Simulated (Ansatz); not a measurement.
# Geometry relaxation, with input and output: LiH (part 2 of 2)

The same run, continued: LiH (P2₁3, 8 atoms in the cell); DFT, PBEsol, plane waves, PAW, no spin polarisation (Ansatz 0.2.0); cutoff 420 eV, 6×6×6 k-mesh, Fermi–Dirac smearing of 0.03 eV. The structure was built on a prototype by a generator.

### Output, continued
```
--- Per-component energies (eV) ---
  E_band       = -354.380484
  E_kinetic    = 143.071461
  E_local      = -493.237835  (includes V_loc(G=0)·N_el)
  E_nonlocal   = -126.868691
  E_hartree    = 137.563807
  E_xc         = -79.366832
  E_vxc        = -103.239128  (∫ρ·V_xc dr)
  E_paw        = -80.312834  (= ΣΔE_a)
  E_vpaw       = -49.229449  (= ΣTr[D̂ρ^β])
  E_aug_tail   = -0.004444  (compensation charges beyond the density's cutoff)
  E_ewald      = -378.854175
  E_smearing   = -0.000000  (= −TS)
  E_closure    = -0.000000  (closes the sum)
  Σ components = -878.009545   (vs F -878.009545, Δ=0.00e0)
--- Forces (eV/Å), atoms counted from 1 ---
  atom   1  Li    -0.00019016     0.00019016    -0.00019016
  atom   2  Li     0.00019016    -0.00019016    -0.00019016
  atom   3  Li    -0.00019016    -0.00019016     0.00019016
  atom   4  Li     0.00019016     0.00019016     0.00019016
  atom   5  H      0.00029559    -0.00029559     0.00029559
  atom   6  H     -0.00029559     0.00029559     0.00029559
  atom   7  H      0.00029559     0.00029559    -0.00029559
  atom   8  H     -0.00029559    -0.00029559    -0.00029559
  max |Σ_I F_I| component: 1.08e-19 eV/Å
--- Stress (GPa, compression-positive) ---
       -0.037444      -0.000000      -0.000000
        0.000000      -0.037444       0.000000
       -0.000000       0.000000      -0.037444
  P = ⅓ Tr σ = -0.0374 GPa (-0.374 kbar)
--- Band table (eV; the first three rows and the last of 24) ---
  k-point 0: bands = ["-42.7983", "-42.7289", "-42.7289", "-42.7289", "-4.7165", "0.9074", "0.9074", "0.9074", "3.6357", "3.6357", "3.6357", "11.6266", "11.6266", "11.6266", "11.6266", "11.6266"]
  k-point 1: bands = ["-42.7936", "-42.7335", "-42.7288", "-42.7288", "-4.5496", "-0.3094", "0.8428", "0.8428", "3.8947", "3.8947", "5.3030", "9.9268", "9.9268", "11.8787", "11.8789", "11.8795"]
  k-point 2: bands = ["-42.7807", "-42.7460", "-42.7286", "-42.7286", "-4.0401", "-1.9067", "0.7188", "0.7188", "4.6703", "4.6703", "7.7358", "7.7358", "8.1968", "12.4008", "12.4008", "12.6352"]
  k-point 23: bands = ["-42.7450", "-42.7450", "-42.7450", "-42.7450", "-1.8572", "-1.8572", "-1.8572", "-1.8572", "5.6371", "5.6371", "5.6371", "5.6371", "14.6482", "14.6482", "14.6482", "14.6482"]
--- Relaxed structure (7 steps of the walk, 7 accepted, 1 SCFs on fresh bases) ---
  F+E_penalty+E_count = -878.00954482 eV   max|allowed force component| = 2.956e-4 eV/Å   (the final SCF, on the basis selected at the relaxed cell)
  cell:  # Å, volume = 63.1539 Å³
    - [3.982294702327397, 5.6172956711294374e-33, -3.3382785702712086e-33]
    - [5.585196838722984e-33, 3.982294702327397, 2.375313598077591e-33]
    - [-3.0814879110195774e-33, 2.375313598077591e-33, 3.982294702327397]
  atoms:
    - { symbol: Li, position: [0.7500240167363051, 0.749975983263695, 0.25002401673630503] }
    - { symbol: Li, position: [0.749975983263695, 0.25002401673630503, 0.7500240167363051] }
    - { symbol: Li, position: [0.25002401673630503, 0.7500240167363051, 0.749975983263695] }
    - { symbol: Li, position: [0.24997598326369497, 0.24997598326369497, 0.24997598326369502] }
    - { symbol: H, position: [0.2499653440981684, 0.25003465590183177, 0.7499653440981684] }
    - { symbol: H, position: [0.25003465590183177, 0.7499653440981684, 0.2499653440981684] }
    - { symbol: H, position: [0.7499653440981684, 0.2499653440981684, 0.25003465590183177] }
    - { symbol: H, position: [0.7500346559018317, 0.7500346559018317, 0.7500346559018317] }
```

### File rho_z.tsv
```
# z_ang	rho[e/angstrom^3]
# format = ansatz-planar-average/11
# lattice	3.982294702	0.000000000	-0.000000000
# lattice	0.000000000	3.982294702	0.000000000
# lattice	-0.000000000	0.000000000	3.982294702
# sites	8
# site	3	2.986816668	2.986625385	0.995669317
# site	3	2.986625385	0.995669317	2.986816668
# site	3	0.995669317	2.986816668	2.986625385
# site	3	0.995478034	0.995478034	0.995478034
# site	1	0.995435666	0.995711686	2.986583017
# site	1	0.995711686	2.986583017	0.995435666
# site	1	2.986583017	0.995435666	0.995711686
# site	1	2.986859037	2.986859037	2.986859037
0.000000	8.060136e-2
0.147492	8.466400e-2
0.294985	9.799512e-2
0.442477	1.313616e-1
0.589970	2.248025e-1
0.737462	3.982207e-1
0.884954	5.746440e-1
1.032447	6.202798e-1
1.179939	4.946336e-1
1.327432	3.037482e-1
1.474924	1.676508e-1
1.622416	1.103121e-1
1.769909	9.001758e-2
1.917401	8.158557e-2
2.064894	8.158557e-2
2.212386	9.001758e-2
2.359878	1.103121e-1
2.507371	1.676508e-1
2.654863	3.037482e-1
2.802356	4.946336e-1
2.949848	6.202798e-1
3.097340	5.746440e-1
3.244833	3.982207e-1
3.392325	2.248025e-1
3.539818	1.313616e-1
3.687310	9.799512e-2
3.834802	8.466400e-2
```

### File v_z.tsv
```
# z_ang	v_es[eV]	v_tot[eV]
# format = ansatz-planar-average/11
# xc	pbesol
# density_cutoff_ev	1680
# datasets	Li=:simpson_from_first_knot:soft	H=:simpson_from_first_knot:soft
# lattice	3.982294702	0.000000000	-0.000000000
# lattice	0.000000000	3.982294702	0.000000000
# lattice	-0.000000000	0.000000000	3.982294702
# sites	8
# site	3	2.986816668	2.986625385	0.995669317
# site	3	2.986625385	0.995669317	2.986816668
# site	3	0.995669317	2.986816668	2.986625385
# site	3	0.995478034	0.995478034	0.995478034
# site	1	0.995435666	0.995711686	2.986583017
# site	1	0.995711686	2.986583017	0.995435666
# site	1	2.986583017	0.995435666	0.995711686
# site	1	2.986859037	2.986859037	2.986859037
0.000000	3.439818e0	-3.781041e0
0.147492	3.332358e0	-4.056341e0
0.294985	2.777225e0	-4.756990e0
0.442477	1.603623e0	-6.288111e0
0.589970	-7.236259e-2	-8.653499e0
0.737462	-2.193142e0	-1.143360e1
0.884954	-4.010410e0	-1.368666e1
1.032447	-4.438652e0	-1.419613e1
1.179939	-3.218520e0	-1.271998e1
1.327432	-1.099292e0	-1.002437e1
1.474924	8.283398e-1	-7.395123e0
1.622416	2.259562e0	-5.393434e0
1.769909	3.132720e0	-4.341747e0
1.917401	3.418291e0	-3.857725e0
2.064894	3.418291e0	-3.857725e0
2.212386	3.132720e0	-4.341747e0
2.359878	2.259562e0	-5.393434e0
2.507371	8.283398e-1	-7.395123e0
2.654863	-1.099292e0	-1.002437e1
2.802356	-3.218520e0	-1.271998e1
2.949848	-4.438652e0	-1.419613e1
3.097340	-4.010410e0	-1.368666e1
3.244833	-2.193142e0	-1.143360e1
3.392325	-7.236259e-2	-8.653499e0
3.539818	1.603623e0	-6.288111e0
3.687310	2.777225e0	-4.756990e0
3.834802	3.332358e0	-4.056341e0
```

### Trajectory as extended XYZ (Å, eV, eV/Å), 8 frames, from step=1 to step=8
```
8
Lattice="4.0172 0.0000 0.0000 0.0000 4.0172 0.0000 0.0000 0.0000 4.0172" Properties=species:S:1:pos:R:3:forces:R:3 step=1 energy=-875.41716 pressure_GPa=0.23
Li    3.4672    2.5586    1.4586   -0.1957   0.1957  -0.1957
Li    2.5586    1.4586    3.4672    0.1957  -0.1957  -0.1957
Li    1.4586    3.4672    2.5586   -0.1957  -0.1957   0.1957
Li    0.5500    0.5500    0.5500    0.1957   0.1957   0.1957
H     0.6375    1.3711    2.6461    0.4026  -0.4026   0.4026
H     1.3711    2.6461    0.6375   -0.4026   0.4026   0.4026
H     2.6461    0.6375    1.3711    0.4026   0.4026  -0.4026
H     3.3797    3.3797    3.3797   -0.4026  -0.4026  -0.4026
8
Lattice="4.0200 0.0000 0.0000 0.0000 4.0200 0.0000 0.0000 0.0000 4.0200" Properties=species:S:1:pos:R:3:forces:R:3 step=2 energy=-876.03994 pressure_GPa=0.64
Li    3.4239    2.6061    1.4139   -0.2521   0.2521  -0.2521
Li    2.6061    1.4139    3.4239    0.2521  -0.2521  -0.2521
Li    1.4139    3.4239    2.6061   -0.2521  -0.2521   0.2521
Li    0.5961    0.5961    0.5961    0.2521   0.2521   0.2521
H     0.7508    1.2592    2.7608    0.3275  -0.3275   0.3275
H     1.2592    2.7608    0.7508   -0.3275   0.3275   0.3275
H     2.7608    0.7508    1.2592    0.3275   0.3275  -0.3275
H     3.2692    3.2692    3.2692   -0.3275  -0.3275  -0.3275
8
Lattice="4.0257 0.0000 0.0000 0.0000 4.0257 0.0000 0.0000 0.0000 4.0257" Properties=species:S:1:pos:R:3:forces:R:3 step=3 energy=-876.79029 pressure_GPa=1.01
Li    3.3293    2.7091    1.3165   -0.4022   0.4022  -0.4022
Li    2.7091    1.3165    3.3293    0.4022  -0.4022  -0.4022
Li    1.3165    3.3293    2.7091   -0.4022  -0.4022   0.4022
Li    0.6963    0.6963    0.6963    0.4022   0.4022   0.4022
H     0.8646    1.1482    2.8774    0.1773  -0.1773   0.1773
H     1.1482    2.8774    0.8646   -0.1773   0.1773   0.1773
H     2.8774    0.8646    1.1482    0.1773   0.1773  -0.1773
H     3.1610    3.1610    3.1610   -0.1773  -0.1773  -0.1773
8
Lattice="4.0235 0.0000 0.0000 0.0000 4.0235 0.0000 0.0000 0.0000 4.0235" Properties=species:S:1:pos:R:3:forces:R:3 step=4 energy=-877.44928 pressure_GPa=0.14
Li    3.2145    2.8207    1.2028   -0.3845   0.3845  -0.3845
Li    2.8207    1.2028    3.2145    0.3845  -0.3845  -0.3845
Li    1.2028    3.2145    2.8207   -0.3845  -0.3845   0.3845
Li    0.8090    0.8090    0.8090    0.3845   0.3845   0.3845
H     0.9281    1.0836    2.9399    0.0927  -0.0927   0.0927
H     1.0836    2.9399    0.9281   -0.0927   0.0927   0.0927
H     2.9399    0.9281    1.0836    0.0927   0.0927  -0.0927
H     3.0953    3.0953    3.0953   -0.0927  -0.0927  -0.0927
8
Lattice="4.0084 0.0000 0.0000 0.0000 4.0084 0.0000 0.0000 0.0000 4.0084" Properties=species:S:1:pos:R:3:forces:R:3 step=5 energy=-877.89308 pressure_GPa=-0.52
Li    3.0902    2.9224    1.0860   -0.1978   0.1978  -0.1978
Li    2.9224    1.0860    3.0902    0.1978  -0.1978  -0.1978
Li    1.0860    3.0902    2.9224   -0.1978  -0.1978   0.1978
Li    0.9182    0.9182    0.9182    0.1978   0.1978   0.1978
H     0.9638    1.0404    2.9680    0.0525  -0.0525   0.0525
H     1.0404    2.9680    0.9638   -0.0525   0.0525   0.0525
H     2.9680    0.9638    1.0404    0.0525   0.0525  -0.0525
H     3.0446    3.0446    3.0446   -0.0525  -0.0525  -0.0525
8
Lattice="3.9902 0.0000 0.0000 0.0000 3.9902 0.0000 0.0000 0.0000 3.9902" Properties=species:S:1:pos:R:3:forces:R:3 step=6 energy=-878.00986 pressure_GPa=-0.26
Li    2.9959    2.9894    1.0008   -0.0079   0.0079  -0.0079
Li    2.9894    1.0008    2.9959    0.0079  -0.0079  -0.0079
Li    1.0008    2.9959    2.9894   -0.0079  -0.0079   0.0079
Li    0.9943    0.9943    0.9943    0.0079   0.0079   0.0079
H     0.9954    0.9997    2.9905    0.0036  -0.0036   0.0036
H     0.9997    2.9905    0.9954   -0.0036   0.0036   0.0036
H     2.9905    0.9954    0.9997    0.0036   0.0036  -0.0036
H     2.9948    2.9948    2.9948   -0.0036  -0.0036  -0.0036
8
Lattice="3.9823 0.0000 0.0000 0.0000 3.9823 0.0000 0.0000 0.0000 3.9823" Properties=species:S:1:pos:R:3:forces:R:3 step=7 energy=-878.01064 pressure_GPa=-0.04
Li    2.9868    2.9866    0.9957   -0.0002   0.0002  -0.0002
Li    2.9866    0.9957    2.9868    0.0002  -0.0002  -0.0002
Li    0.9957    2.9868    2.9866   -0.0002  -0.0002   0.0002
Li    0.9955    0.9955    0.9955    0.0002   0.0002   0.0002
H     0.9954    0.9957    2.9866    0.0003  -0.0003   0.0003
H     0.9957    2.9866    0.9954   -0.0003   0.0003   0.0003
H     2.9866    0.9954    0.9957    0.0003   0.0003  -0.0003
H     2.9869    2.9869    2.9869   -0.0003  -0.0003  -0.0003
8
Lattice="3.9823 0.0000 0.0000 0.0000 3.9823 0.0000 0.0000 0.0000 3.9823" Properties=species:S:1:pos:R:3:forces:R:3 step=8 energy=-878.00955 pressure_GPa=-0.04
Li    2.9868    2.9866    0.9957   -0.0002   0.0002  -0.0002
Li    2.9866    0.9957    2.9868    0.0002  -0.0002  -0.0002
Li    0.9957    2.9868    2.9866   -0.0002  -0.0002   0.0002
Li    0.9955    0.9955    0.9955    0.0002   0.0002   0.0002
H     0.9954    0.9957    2.9866    0.0003  -0.0003   0.0003
H     0.9957    2.9866    0.9954   -0.0003   0.0003   0.0003
H     2.9866    0.9954    0.9957    0.0003   0.0003  -0.0003
H     2.9869    2.9869    2.9869   -0.0003  -0.0003  -0.0003
```

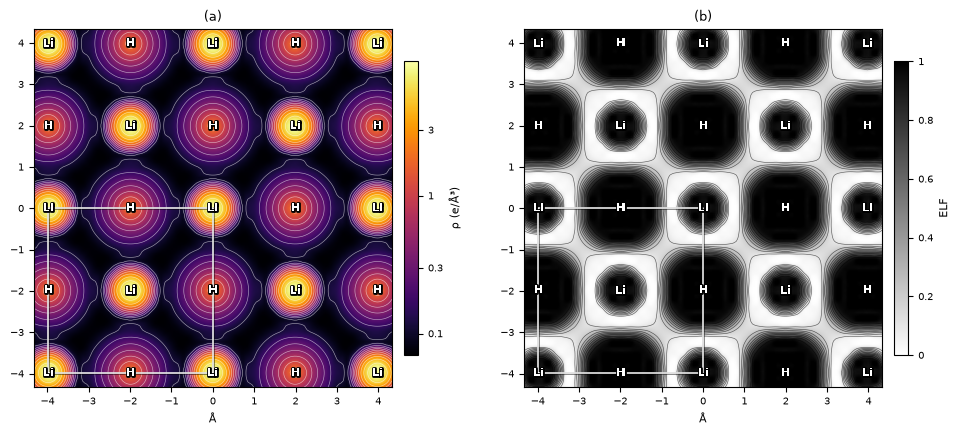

(a) valence electron density; (b) ELF on the (010) plane of the conventional cell. The section cuts through Li and H sites. Li–H (1.99 Å): ρ is about 0.13 e/Å³ halfway; the ELF climbs to about 1 towards the hydrogen, as it does in any bond to H. Away from the nuclei the density in this plane falls to 0.07 e/Å³ at its lowest. The strong features right at Li lie inside the PAW spheres (semicore, d or f shells) and say nothing about bonding. In a PAW calculation such maps are meaningful between the atoms, not at the nuclei.

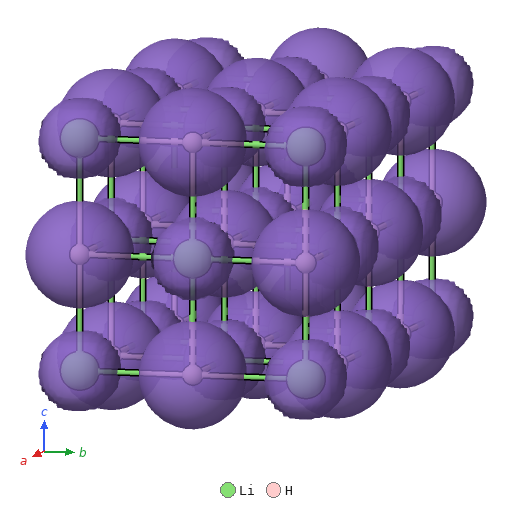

Isosurface of the valence charge density (pseudo) at 0.15 e/Å³ (purple), seen slightly off an axis. Sticks mark near contacts. The outline is the cell set on symmetry axes. At this value the density breaks into separate islands; it holds about 75 % of the electrons treated as valence (semicore included). It is pinched off along the Li–H (1.99 Å) contacts. On the grid the lowest density along these lines, outside the cores, is 0.12 e/Å³ (Li–H, 1.99 Å).

The run was set up as follows.

### The input
```yaml
crystal:
  lattice:
    - [4.01723878, 0.0, 0.0]
    - [0.0, 4.01723878, 0.0]
    - [0.0, 0.0, 4.01723878]
  atoms:
    - { symbol: Li, position: [0.86308769, 0.63691231, 0.36308769] }
    - { symbol: Li, position: [0.63691231, 0.36308769, 0.86308769] }
    - { symbol: Li, position: [0.36308769, 0.86308769, 0.63691231] }
    - { symbol: Li, position: [0.13691231, 0.13691231, 0.13691231] }
    - { symbol: H, position: [0.15869827, 0.34130173, 0.65869827] }
    - { symbol: H, position: [0.34130173, 0.65869827, 0.15869827] }
    - { symbol: H, position: [0.65869827, 0.15869827, 0.34130173] }
    - { symbol: H, position: [0.84130173, 0.84130173, 0.84130173] }
kpoints:
  mp_grid: { grid: [6, 6, 6] }
hamiltonian:
  xc: pbesol
scf:
  occupations: { method: fermi_dirac, width: 0.03 }
relax:
  f_tol: 0.01
  cell: {}
  max_steps: 120
output:
  write_density: true
  write_potential: true
  elf: true
  volumetric_format: npy
```

Launched with:
```bash
ansatz run input.yaml --threads 4 --pin off --max-ram 4608MiB --backend cpu --events-out ev --progress --plain --runs-dir out
```

### Key numbers

| quantity | value |
| --- | --- |
| outcome | converged |
| space group (tolerance 0.01 Å) | P2₁3 (198) → Fm-3m (225) |
| electrons treated | 16 |
| free energy | −878.0095 eV |
| Fermi energy | 2.277 eV |
| gap on the k-point mesh | 2.73 eV |
| pressure | −0.04 GPa |
| final volume | 63.15 Å³ |
| largest force (length of the vector) at the end | 0.001 eV/Å |
| final cell | a = 3.982 Å, b = 3.982 Å, c = 3.982 Å, α = 90.00°, β = 90.00°, γ = 90.00° |
| hardware | 4 threads of Arm Neoverse V1, 24 GiB of memory available, shared host |
| wall time | 6.1 s (CPU time 22 s) |
| peak memory | 0.36 GiB |
